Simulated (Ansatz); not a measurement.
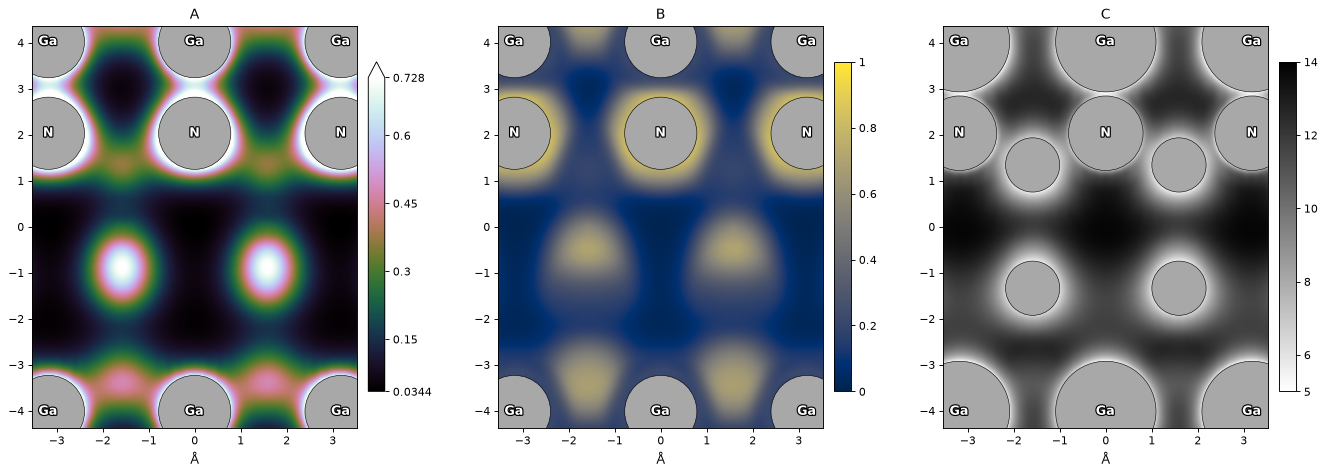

GaN: 3 fields on the (010) plane of the conventional cell, with unlabelled colour scales. Grey discs cover the atomic cores.

Space group R3m; started from the zincblende prototype, which need not be the ambient phase; changed on purpose from its base cell (shear 111 strain +3.2%); computed pressure about −6 GPa in this cell.

Level of theory: Ansatz, DFT, r2SCAN, plane waves, PAW.

### Which field does each panel show? The fields are: electron localisation function, electrostatic potential energy of an electron and valence pseudo-density.

Panel A: valence pseudo-density. Panel B: electron localisation function. Panel C: electrostatic potential energy of an electron (low next to the atoms, rising into the space between them).
